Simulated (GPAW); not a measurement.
**KCl (Fm-3m): G0W0 with GPAW, start to end**

How does a plane-wave GW calculation on KCl (Fm-3m) run from the first input to the gap?

Method: PBE and many-body steps on it, plane waves, in GPAW 26.7.0.

## 1. Starting point

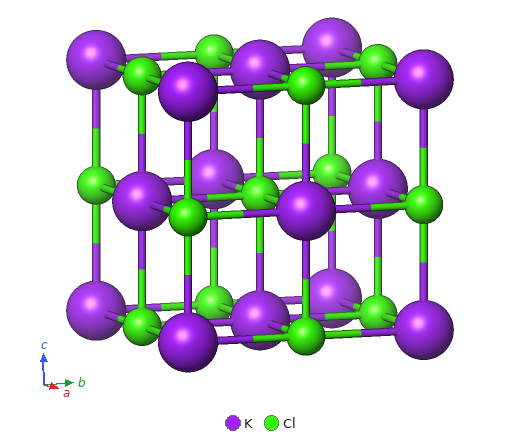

The starting structure, seen slightly off an axis (potassium purple, chlorine green). This picture shows the conventional cell, with its axes. Some periodic images of atoms are drawn too.

The cell and positions come from the Crystallography Open Database and are kept as given unless a step says otherwise.

## 2. Ground state

This step: GPAW 26.7.0; DFT, PBE, plane waves, PAW.

The ground-state density comes first.

run.py

```python
import json
import numpy as np
from gpaw.mpi import world
from ase import Atoms
from gpaw import GPAW, PW, FermiDirac

atoms = Atoms(['K', 'Cl'],
    cell=[[0.0000000000, 3.1464700000, 3.1464700000],
      [3.1464700000, 0.0000000000, 3.1464700000],
      [3.1464700000, 3.1464700000, 0.0000000000]],
    scaled_positions=[[0.0000000000, 0.0000000000, 0.0000000000],
      [0.5000000000, 0.5000000000, 0.5000000000]],
    pbc=(True, True, True))
calc = GPAW(mode=PW(450),
    xc='PBE',
    kpts={'size': (6, 6, 6), 'gamma': True},
    occupations=FermiDirac(0.001),
    nbands=-7,
    convergence={'density': 1e-6, 'bands': -3},
    maxiter=100,
    txt='gs.txt')
atoms.calc = calc
res = {'energy': atoms.get_potential_energy()}
kpts = calc.get_ibz_k_points()
res['kpts'] = kpts
res['eigenvalues'] = [calc.get_eigenvalues(kpt=k) for k in range(len(kpts))]
res['n_electrons'] = calc.get_number_of_electrons()
calc.write('gs.gpw')

if world.rank == 0:
    with open('result.json', 'w') as f:
        json.dump(res, f, default=lambda x: x.tolist())
```

Launch:

```
$ mpirun -n 8 gpaw python run.py
```

Numbers of over 12 decimals in the logs are rounded to 6 here.

The log of the run:

```text
__  _  _
 | _ |_)|_||  |
 |__||  | ||/\| - 26.7.0

Input parameters:
  mode=PW(ecut=450.000000),
  convergence={'density': 1e-06, 'bands': -3},
  kpts=MonkhorstPack(size=(6, 6, 6), gamma=True),
  maxiter=100,
  nbands=-7,
  occupations=Occupations(name='fermi-dirac', width=0.001, fixmagmom=False),
  xc=XC(name='PBE')
  [... matrices ...]
Diagonalizing LCAO Hamiltonian
Converting LCAO to pw mode

                 Cl

       K

Atoms  # Å, Bohr magnetons
|   | symbol |        x |        y |        z |    initial magnetic moments |
| 0 |      K | 0.000000 | 0.000000 | 0.000000 | ( 0.0000,  0.0000,  0.0000) |
| 1 |     Cl | 3.146470 | 3.146470 | 3.146470 | ( 0.0000,  0.0000,  0.0000) |

Unit cell  # Å
| periodic |        x |        y |        z |  lengths |    angles |
|      yes | 0.000000 | 3.146470 | 3.146470 | 4.449781 | 60.000000 |
|      yes | 3.146470 | 0.000000 | 3.146470 | 4.449781 | 60.000000 |
|      yes | 3.146470 | 3.146470 | 0.000000 | 4.449781 | 60.000000 |

Number of symmetries: 48
Symmetry operations  # r_c * U_cc + t_c -> r_c
|    | kind |            matrix            |
|  0 |  σ   |  1, 0, 0,  1, 0,-1,  1,-1, 0 |
|  1 |  C2  |  1, 0, 0,  1,-1, 0,  1, 0,-1 |
|  2 |  E   |  1, 0, 0,  0, 1, 0,  0, 0, 1 |
|  3 |  σ   |  1, 0, 0,  0, 0, 1,  0, 1, 0 |
|  4 |  C4  |  1, 0,-1,  1, 0, 0,  1,-1, 0 |
|  5 |  S6  |  1, 0,-1,  1,-1, 0,  1, 0, 0 |
|  6 |  σ   |  1, 0,-1,  0, 1,-1,  0, 0,-1 |
|  7 |  C3  |  1, 0,-1,  0, 0,-1,  0, 1,-1 |
|  8 |  S6  |  1,-1, 0,  1, 0, 0,  1, 0,-1 |
|  9 |  C4  |  1,-1, 0,  1, 0,-1,  1, 0, 0 |
| 10 |  C3  |  1,-1, 0,  0,-1, 1,  0,-1, 0 |
| 11 |  σ   |  1,-1, 0,  0,-1, 0,  0,-1, 1 |
| 12 |  σ   |  0, 1, 0,  1, 0, 0,  0, 0, 1 |
| 13 |  C4  |  0, 1, 0,  0, 1,-1, -1, 1, 0 |
| 14 |  C3  |  0, 1, 0,  0, 0, 1,  1, 0, 0 |
| 15 |  S6  |  0, 1, 0, -1, 1, 0,  0, 1,-1 |
| 16 |  C2  |  0, 1,-1,  1, 0,-1,  0, 0,-1 |
| 17 |  σ   |  0, 1,-1,  0, 1, 0, -1, 1, 0 |
| 18 |  S4  |  0, 1,-1,  0, 0,-1,  1, 0,-1 |
| 19 |  C4  |  0, 1,-1, -1, 1, 0,  0, 1, 0 |
| 20 |  C3  |  0, 0, 1,  1, 0, 0,  0, 1, 0 |
| 21 |  σ   |  0, 0, 1,  0, 1, 0,  1, 0, 0 |
| 22 |  S6  |  0, 0, 1,  0,-1, 1, -1, 0, 1 |
| 23 |  C4  |  0, 0, 1, -1, 0, 1,  0,-1, 1 |
| 24 |  S4  |  0, 0,-1,  1, 0,-1,  0, 1,-1 |
| 25 |  C3  |  0, 0,-1,  0, 1,-1,  1, 0,-1 |
| 26 |  C2  |  0, 0,-1,  0,-1, 0, -1, 0, 0 |
| 27 |  S6  |  0, 0,-1, -1, 0, 0,  0,-1, 0 |
| 28 |  S4  |  0,-1, 1,  1,-1, 0,  0,-1, 0 |
| 29 |  C4  |  0,-1, 1,  0, 0, 1, -1, 0, 1 |
| 30 |  C2  |  0,-1, 1,  0,-1, 0,  1,-1, 0 |
| 31 |  σ   |  0,-1, 1, -1, 0, 1,  0, 0, 1 |
| 32 |  C3  |  0,-1, 0,  1,-1, 0,  0,-1, 1 |
| 33 |  S6  |  0,-1, 0,  0, 0,-1, -1, 0, 0 |
| 34 |  S4  |  0,-1, 0,  0,-1, 1,  1,-1, 0 |
| 35 |  C2  |  0,-1, 0, -1, 0, 0,  0, 0,-1 |
| 36 |  C2  | -1, 1, 0,  0, 1, 0,  0, 1,-1 |
| 37 |  S6  | -1, 1, 0,  0, 1,-1,  0, 1, 0 |
| 38 |  S4  | -1, 1, 0, -1, 0, 1, -1, 0, 0 |
| 39 |  C3  | -1, 1, 0, -1, 0, 0, -1, 0, 1 |
| 40 |  S6  | -1, 0, 1,  0, 0, 1,  0,-1, 1 |
| 41 |  C2  | -1, 0, 1,  0,-1, 1,  0, 0, 1 |
| 42 |  C3  | -1, 0, 1, -1, 1, 0, -1, 0, 0 |
| 43 |  S4  | -1, 0, 1, -1, 0, 0, -1, 1, 0 |
| 44 |  C2  | -1, 0, 0,  0, 0,-1,  0,-1, 0 |
| 45 |  i   | -1, 0, 0,  0,-1, 0,  0, 0,-1 |
| 46 |  σ   | -1, 0, 0, -1, 1, 0, -1, 0, 1 |
| 47 |  C2  | -1, 0, 0, -1, 0, 1, -1, 1, 0 |

BZ-sampling:
  Number of BZ points: 216
  Number of IBZ points: 16

  Monkhorst-Pack size: [6, 6, 6]
  Monkhorst-Pack shift: [0.083333, 0.083333, 0.083333]

K-points  # in reciprocal-cell coordinates
|     |                                coordinates |     weight |
|   0 | (  0.00000000,   0.00000000,   0.00000000) | 0.00462963 |
|   1 | (  0.16666667,   0.16666667,   0.00000000) | 0.02777778 |
|   2 | (  0.16666667,   0.16666667,   0.16666667) | 0.03703704 |
|   3 | (  0.33333333,   0.16666667,   0.16666667) | 0.05555556 |
|   4 | (  0.33333333,   0.33333333,  -0.33333333) | 0.05555556 |
|   5 | (  0.33333333,   0.33333333,   0.00000000) | 0.02777778 |
|   6 | (  0.33333333,   0.33333333,   0.16666667) | 0.11111111 |
|   7 | (  0.33333333,   0.33333333,   0.33333333) | 0.03703704 |
|   8 | (  0.50000000,   0.33333333,  -0.33333333) | 0.11111111 |
|   9 | (  0.50000000,   0.33333333,  -0.16666667) | 0.05555556 |
| ... |                                            |            |
|  15 | (  0.50000000,   0.50000000,   0.50000000) | 0.01851852 |

Plane wave coefficients: 1363
Cutoff: 450.000000 eV

Spin-components: 1 (collinear spins)
Bands:           15
Projectors:      10
Spin-degeneracy: 2
Datatype:        complex128

  Storage: CPU
  Wave functions: 5_233_920 bytes (654_240 per core)
  Projectors: 7_327_488 bytes (915_936 per core)
  [... matrices ...]
Parallelization:
  kpt:    8
  domain: 1
  band:   1

Density:
  Valence electrons: 16.0
  Components: 1
  Grid points: [24 24 24]
  Charge: 0.0  # |e|

Potential:
  Grid points: [24 24 24]

species:
  K:
    name:    Potassium
    Z:       19.0
    valence: 9
    core:    10
    charge:  0.0  # [|e|]
    compensation charges:
      type: gauss
      rc: 0.35  # [Å]
      lmax: 2
    cutoffs:
      filter: 1.91  # [Å]
      core: 1.27  # [Å]
    projectors
    | kind |    occ | energy [eV] | rcut [Å] |
    |   3s |  2.000 |     -35.338 |    1.122 |
    |   4s |  1.000 |      -2.319 |    1.122 |
    |   3p |  6.000 |     -18.813 |    1.106 |
    |    p |        |       8.398 |    1.106 |
    |    d |        |       0.000 |    0.937 |

    Using partial waves for K as LCAO basis

  Cl:
    name:    Chlorine
    Z:       17.0
    valence: 7
    core:    10
    charge:  0.0  # [|e|]
    compensation charges:
      type: gauss
      rc: 0.25  # [Å]
      lmax: 2
    cutoffs:
      filter: 1.40  # [Å]
      core: 1.49  # [Å]
    projectors
    | kind |    occ | energy [eV] | rcut [Å] |
    |   3s |  2.000 |     -20.689 |    0.794 |
    |   3p |  5.000 |      -8.594 |    0.794 |
    |    s |        |       6.523 |    0.794 |
    |    p |        |      18.617 |    0.794 |
    |    d |        |       0.000 |    0.794 |

    Using partial waves for Cl as LCAO basis

Reference energy: -28937.202614  # eV

eigensolver:
  PPCG
  Converge bands: -3
  niter=2

density mixing:
  MSR1-Mixer
  Pratt-step length: 0.05
  Maximum mixing coefficient: 0.75
  Old densities: 10
  SVD Regularization: 0.005
  Good broyden scale: 1.0
  Trust region scale: 1.0
  Backstep threshold: 4.0
  History deletion threshold: 6.0
  Fourier metric: weight=20.0, sigma=0.015

occupation numbers:
  Fermi-Dirac:
    width: 0.0010  # eV

poisson solver:
  ecut: 3600.000000  # eV

xc functional:
  name: PBE with 2 nearest neighbor stencil

Initialization done in: 0.838 s

convergence criteria:
- Maximum integral of absolute [dens]ity change: 1e-06 electrons / valence electron
- Maximum [total energy] change in last 3 cyles: 0.0005 eV / valence electron
- Maximum integral of absolute [eigenst]ate change: 4e-08 eV^2 / valence electron
maximum number of iterations: 100

SCF iterations
|iter     |     time |      energy | eigst |  dens |
|iter:   1|  |   -7.120630 | +1.71 |       |
|iter:   2|  |   -7.081564 | +0.64 | -1.28 |
|iter:   3|  |   -6.927473 | -0.06 | -1.32 |
|iter:   4|  |   -6.932597 | -0.73 | -1.71 |
|iter:   5|  |   -6.935288c| -1.22 | -2.08 |
|iter:   6|  |   -6.935449c| -1.97 | -2.85 |
|iter:   7|  |   -6.935464c| -2.54 | -3.49 |
|iter:   8|  |   -6.935466c| -2.98 | -4.12 |
|iter:   9|  |   -6.935466c| -3.53 | -5.10 |
|iter:  10|  |   -6.935466c| -3.83 | -5.48 |
|iter:  11|  |   -6.935466c| -4.31 | -6.74c|
|iter:  12|  |   -6.935466c| -4.65 | -7.20c|
|iter:  13|  |   -6.935466c| -4.97 | -8.03c|
|iter:  14|  |   -6.935466c| -5.39 | -8.94c|
|iter:  15|  |   -6.935466c| -5.75 | -9.41c|
|iter:  16|  |   -6.935466c| -6.26 | -9.85c|
|iter:  17|  |   -6.935466c| -6.64 |-10.48c|
|iter:  18|  |   -6.935466c| -7.06 |-10.66c|
|iter:  19|  |   -6.935466c| -7.41c|-10.83c|

Converged in 19 steps
SCF loop duration: 2.371 s (0.125 s/step)
Energy contributions relative to reference atoms: (reference = -28937.202614)
  [... matrices ...]
Energy contributions:
  Kinetic:           3.968175
  Coulomb:          -3.230565
  Zero:             -0.644844
  External:          0.000000
  Xc:               -7.028232
  Entropy:          -0.000000
  Spinorbit:         0.000000
  ----------------------------
  Free energy:      -6.935466
  Extrapolated:     -6.935466

dipole moment: (-22.928606, -22.928606, -22.928606)  # |e|*Ang

Fermi level: 1.678
Eigenvalues  # (at kpt = [0.000, 0.000, 0.000])
| band index |      eig [eV] | occ [0-2] |
|          0 |       -27.499 |     2.000 |
|          1 |       -12.441 |     2.000 |
|          2 |       -10.991 |     2.000 |
|          3 |       -10.991 |     2.000 |
|          4 |       -10.991 |     2.000 |
|          5 |        -0.329 |     2.000 |
|          6 |        -0.329 |     2.000 |
|          7 |        -0.329 |     2.000 |
|          8 |         4.865 |     0.000 |
|          9 |         8.030 |     0.000 |
|         10 |         8.030 |     0.000 |
|         11 |         8.030 |     0.000 |
|         12 |         8.879 |     0.000 |
|         13 |         8.879 |     0.000 |
|         14 |        12.646 |     0.000 |

Gap: 5.194 eV
Transition (v -> c):
  (s=0, k=0, n=7, [0.00, 0.00, 0.00]) -> (s=0, k=0, n=8, [0.00, 0.00, 0.00])
No difference between direct/indirect transitions
# Writing to gs.gpw (mode='')
  [... matrices ...]
```

It took 4.8 s on 8 MPI ranks of Arm Neoverse V2, shared host; peak memory 1.2 GiB; 38 s of CPU time.

This step gave:

```yaml
total_energy: -6.935 eV
gap: 5.194 eV
k_of_the_valence_top: 0, 0, 0
k_of_the_conduction_bottom: 0, 0, 0
least_direct_gap: 5.194 eV
```

The gap is direct, at Γ.

## 3. Bands along the symmetry lines

Levels along a band path, at the cheap level, show where the edges lie and whether the meshes to come will hold them.

run.py

```python
import json
import numpy as np
from gpaw.mpi import world
from gpaw import GPAW

path = [[0.000000, 0.000000, 0.000000],
    [0.062500, 0.000000, 0.062500],
    [0.125000, 0.000000, 0.125000],
    [0.187500, 0.000000, 0.187500],
    [0.250000, 0.000000, 0.250000],
    [0.312500, 0.000000, 0.312500],
    [0.375000, 0.000000, 0.375000],
    [0.437500, 0.000000, 0.437500],
    [0.500000, 0.000000, 0.500000],
    [0.515625, 0.031250, 0.515625],
    [0.531250, 0.062500, 0.531250],
    [0.546875, 0.093750, 0.546875],
    [0.562500, 0.125000, 0.562500],
    [0.578125, 0.156250, 0.578125],
    [0.593750, 0.187500, 0.593750],
    [0.609375, 0.218750, 0.609375],
    [0.625000, 0.250000, 0.625000],
    [0.375000, 0.375000, 0.750000],
    [0.328125, 0.328125, 0.656250],
    [0.281250, 0.281250, 0.562500],
    [0.234375, 0.234375, 0.468750],
    [0.187500, 0.187500, 0.375000],
    [0.140625, 0.140625, 0.281250],
    [0.093750, 0.093750, 0.187500],
    [0.046875, 0.046875, 0.093750],
    [0.000000, 0.000000, 0.000000],
    [0.062500, 0.062500, 0.062500],
    [0.125000, 0.125000, 0.125000],
    [0.187500, 0.187500, 0.187500],
    [0.250000, 0.250000, 0.250000],
    [0.312500, 0.312500, 0.312500],
    [0.375000, 0.375000, 0.375000],
    [0.437500, 0.437500, 0.437500],
    [0.500000, 0.500000, 0.500000],
    [0.500000, 0.468750, 0.531250],
    [0.500000, 0.437500, 0.562500],
    [0.500000, 0.406250, 0.593750],
    [0.500000, 0.375000, 0.625000],
    [0.500000, 0.343750, 0.656250],
    [0.500000, 0.312500, 0.687500],
    [0.500000, 0.281250, 0.718750],
    [0.500000, 0.250000, 0.750000],
    [0.500000, 0.218750, 0.718750],
    [0.500000, 0.187500, 0.687500],
    [0.500000, 0.156250, 0.656250],
    [0.500000, 0.125000, 0.625000],
    [0.500000, 0.093750, 0.593750],
    [0.500000, 0.062500, 0.562500],
    [0.500000, 0.031250, 0.531250],
    [0.500000, 0.000000, 0.500000]]
calc = GPAW('gs.gpw').fixed_density(kpts=path,
    symmetry='off',
    nbands=18,
    convergence={'bands': 14},
    txt='bands.txt')
res = {}
kpts = calc.get_ibz_k_points()
res['kpts'] = kpts
res['eigenvalues'] = [calc.get_eigenvalues(kpt=k) for k in range(len(kpts))]
res['n_electrons'] = calc.get_number_of_electrons()

if world.rank == 0:
    with open('result.json', 'w') as f:
        json.dump(res, f, default=lambda x: x.tolist())
```

Launch:

```
$ mpirun -n 8 gpaw python run.py
```

The log of the run:

```text
Diagonalizing LCAO Hamiltonian
Converting LCAO to pw mode
convergence criteria:
- Maximum integral of absolute [eigenst]ate change: 4e-08 eV^2 / valence electron
maximum number of iterations: 100

SCF iterations
|iter     |     time |      energy | eigst |  dens |
|iter:   1|  |             | +2.19 |       |
|iter:   2|  |             | +1.22 |       |
|iter:   3|  |             | +0.31 |       |
[...]
|iter:  10|  |             | -6.04 |       |
|iter:  11|  |             | -6.79 |       |
|iter:  12|  |             | -7.47c|       |
SCF steps: 12
  __  _  _
 | _ |_)|_||  |
 |__||  | ||/\| - 26.7.0

Input parameters:
  mode=PW(ecut=450.000000),
  convergence={'bands': 14},
  gpts=array([24, 24, 24]),
  kpts=KPoints(kpts=array([[0.      , 0.      , 0.      ],
         [0.0625  , 0.      , 0.0625  ],
         [0.125   , 0.      , 0.125   ],
         [0.1875  , 0.      , 0.1875  ],
[...]
[0.515625, 0.03125 , 0.515625],
[...]
[0.546875, 0.09375 , 0.546875],
[...]
[0.578125, 0.15625 , 0.578125],
[...]
[0.609375, 0.21875 , 0.609375],
[...]
[0.328125, 0.328125, 0.65625 ],
[...]
[0.234375, 0.234375, 0.46875 ],
[...]
[0.140625, 0.140625, 0.28125 ],
[...]
[0.046875, 0.046875, 0.09375 ],
[...]
[0.5     , 0.0625  , 0.5625  ],
         [0.5     , 0.03125 , 0.53125 ],
         [0.5     , 0.      , 0.5     ]])),
  maxiter=100,
  nbands=18,
  occupations=Occupations(name='fermi-dirac', width=0.001, fixmagmom=False),
  parallel={},
  symmetry=Symmetry(point_group=False, time_reversal=False),
  xc=XC(name='PBE')
  [... matrices ...]
timing:  # [seconds]
  Total: 0.027  # ━━━━━━━━━━━━━━━━━━━━━━━━━━━━━━━━━━━━━━━━━━━━━━━━━━━━━━━━━━━
```

Wall time 5.8 s (8 MPI ranks); peak memory 1.2 GiB; 45 s of CPU time.

Numbers from this step:

| Item | Value |
| --- | --- |
| gap | 5.194 eV |
| k of the valence top | 0, 0, 0 |
| k of the conduction bottom | 0, 0, 0 |
| least direct gap | 5.194 eV |

The gap is 5.194 eV, as in the run before at this level.

The electronic bands at the labelled points (eV, zero at the top of the highest filled band; v1 is the highest filled band, c1 the lowest empty one):

| point | v4 | v3 | v2 | v1 | c1 | c2 | c3 | c4 |
| --- | --- | --- | --- | --- | --- | --- | --- | --- |
| Γ | -10.66 | 0.00 | 0.00 | 0.00 | 5.19 | 8.36 | 8.36 | 8.36 |
| X | -10.72 | -0.66 | -0.22 | -0.22 | 6.53 | 8.34 | 10.06 | 10.16 |
| U | -10.61 | -0.56 | -0.55 | -0.29 | 7.27 | 9.06 | 9.30 | 10.05 |
| jump to K | -10.61 | -0.56 | -0.55 | -0.29 | 7.27 | 9.06 | 9.30 | 10.05 |
| Γ | -10.66 | 0.00 | 0.00 | 0.00 | 5.19 | 8.36 | 8.36 | 8.36 |
| L | -10.42 | -1.05 | -0.32 | -0.32 | 7.58 | 8.60 | 10.47 | 10.47 |
| W | -10.57 | -0.48 | -0.47 | -0.47 | 8.03 | 8.03 | 9.44 | 9.84 |
| X | -10.72 | -0.66 | -0.22 | -0.22 | 6.53 | 8.34 | 10.06 | 10.16 |

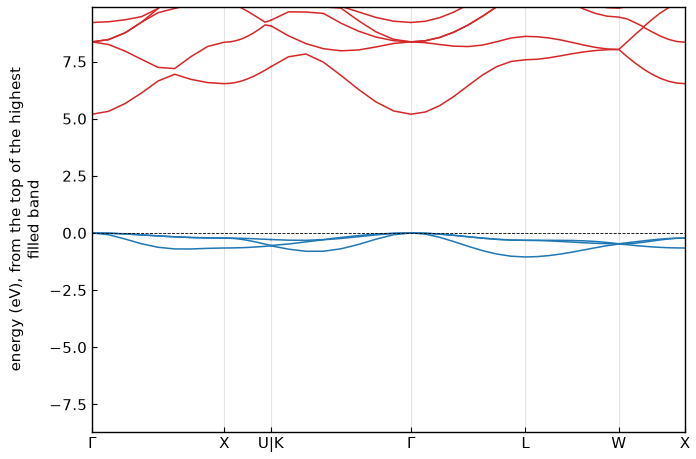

Electronic bands along the path; lines of filled and empty bands in two colours.

## 4. Empty states on the mesh, 4×4×4 mesh, 269 bands

The sums over transitions need many empty states on a uniform mesh; this step solves for them.

run.py

```python
import json
import numpy as np
from gpaw.mpi import world
from gpaw import GPAW

calc = GPAW('gs.gpw').fixed_density(kpts={'size': (4, 4, 4), 'gamma': True},
    parallel={'domain': 1, 'band': 1},
    txt='nscf.txt')
calc.diagonalize_full_hamiltonian(nbands=269)
calc.write('full.gpw', mode='all')
res = {}
kpts = calc.get_ibz_k_points()
res['kpts'] = kpts
res['eigenvalues'] = [calc.get_eigenvalues(kpt=k) for k in range(len(kpts))]
res['n_electrons'] = calc.get_number_of_electrons()

if world.rank == 0:
    with open('result.json', 'w') as f:
        json.dump(res, f, default=lambda x: x.tolist())
```

Launch:

```
$ mpirun -n 8 gpaw python run.py
```

The log of the run:

```text
Diagonalizing LCAO Hamiltonian
Converting LCAO to pw mode
convergence criteria:
- Maximum integral of absolute [eigenst]ate change: 4e-08 eV^2 / valence electron
maximum number of iterations: 100

SCF iterations
|iter     |     time |      energy | eigst |  dens |
|iter:   1|  |             | +1.68 |       |
|iter:   2|  |             | +0.79 |       |
|iter:   3|  |             | -0.09 |       |
[...]
|iter:  25|  |             | -7.21 |       |
|iter:  26|  |             | -7.35 |       |
|iter:  27|  |             | -7.49c|       |
SCF steps: 27
  __  _  _
 | _ |_)|_||  |
 |__||  | ||/\| - 26.7.0

Input parameters:
  mode=PW(ecut=450.000000),
  convergence={'density': 1e-06, 'bands': -3},
  gpts=array([24, 24, 24]),
  kpts=MonkhorstPack(size=(4, 4, 4), gamma=True),
  maxiter=100,
  nbands=15,
  occupations=Occupations(name='fermi-dirac', width=0.001, fixmagmom=False),
  parallel={'domain': 1, 'band': 1},
  xc=XC(name='PBE')
Matrix size: 1363x1363
# Writing to full.gpw (mode='all')
  [... matrices ...]

timing:  # [seconds]
  Total: 4.319  # ━━━━━━━━━━━━━━━━━━━━━━━━━━━━━━━━━━━━━━━━━━━━━━━━━━━━━━━━━━━
```

Run time: 7.9 s. Hardware: 8 MPI ranks; peak memory 2.1 GiB; 62 s of CPU time.

This step gave:

- gap: 5.194 eV
- k of the valence top: 0, 0, 0
- k of the conduction bottom: 0, 0, 0
- least direct gap: 5.194 eV
- k points computed: 8
- lowest point of the top converged band, above the valence top: 144.1487 eV

On this mesh the gap is 5.194 eV.

[end of part 1 of 2]

[Paths, hosts, dates, memory and timing lines, banners, echoed tables and standing remarks are left out of the program output.]

[Logs are printed without paths, hosts, clocks, repeated set-up lines and the standing remarks that a program may print on its own settings, such as how far it seeks lower states.]

[Runs of the session that timed out or met a known fault of the program may be left out.]

[Hosts, paths, dates, database ids (printed as entryN), source tags and the programs' standing remarks are cut or masked in the printed files.]
